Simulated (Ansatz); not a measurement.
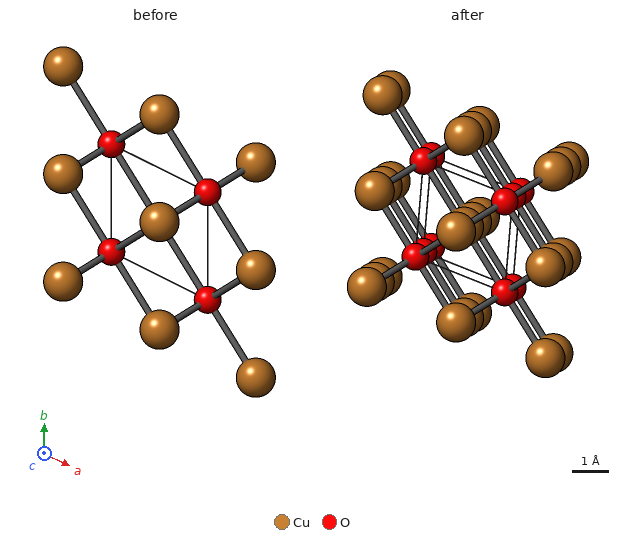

The structure of solid CuO (a generated structure, set up in I4/mmm) (coarse preliminary run) before (left) and after (right) a relaxation, at one scale.

Style: ball-and-stick. Shown: the cell of the calculation, along the c axis.

All numbers below come from Ansatz 0.2.0, DFT PBE, scalar-relativistic, plane waves, PAW.

Input
```yaml
crystal:
  lattice:
    - [-1.81696782, 1.81696782, 2.02511119]
    - [1.81696782, -1.81696782, 2.02511119]
    - [1.81696782, 1.81696782, -2.02511119]
  atoms:
    - { symbol: Cu, position: [0.5, 0.5, 0.0], spin: 1.0 }
    - { symbol: O, position: [0.0, 0.0, 0.0] }
basis:
  ecutwfc: 420
kpoints:
  mp_grid: { grid: [6, 6, 6] }
hamiltonian:
  xc: pbe
scf:
  occupations: { method: gaussian, width: 0.1 }
  lower_state_search: "off"
output:
  forces: true
  stress: true
  eigenvalues: true
  populations: true
magnetization:
  spin_polarized: true
relax:
  adjacent_minimum: "off"
  f_tol: 0.04
  max_steps: 70
  cell: { stress_tol: 0.4 }
```

Run as
```bash
ansatz run input.yaml --threads 1 --pin off --max-ram 2560MiB --backend cpu --events-out ev --progress --plain --runs-dir out
```

### What changed between the two?

The atoms keep their places relative to the cell (all moves are under 0.005 Å). The volume changes by −28.0 %, with a = b = c 3.272 → 2.981 Å (−8.9 %), α 112.5° → 118.0°, β 112.5° → 118.0°, γ 103.5° → 93.5°. Among the contacts that change: Cu1–O2 2.570 → 2.170 Å, Cu1–O2 (another image) 2.025 → 2.043 Å. The space group stays I4/mmm (No. 139). The energy falls by 0.607 eV per cell of the calculation in 7 accepted moves (9 points after the start). All forces vanish by symmetry, so only the cell relaxes. The pressure goes from −21.51 to 0.01 GPa. At 2 points the geometry stayed and the basis and grid were re-selected for the new cell (energy shift of 8.8 meV per cell of the calculation at most each time). The program noted that the starting moments weren't kept. The run may lie on a higher electronic state than the lowest, so the end point isn't shown to be the ground-state structure.
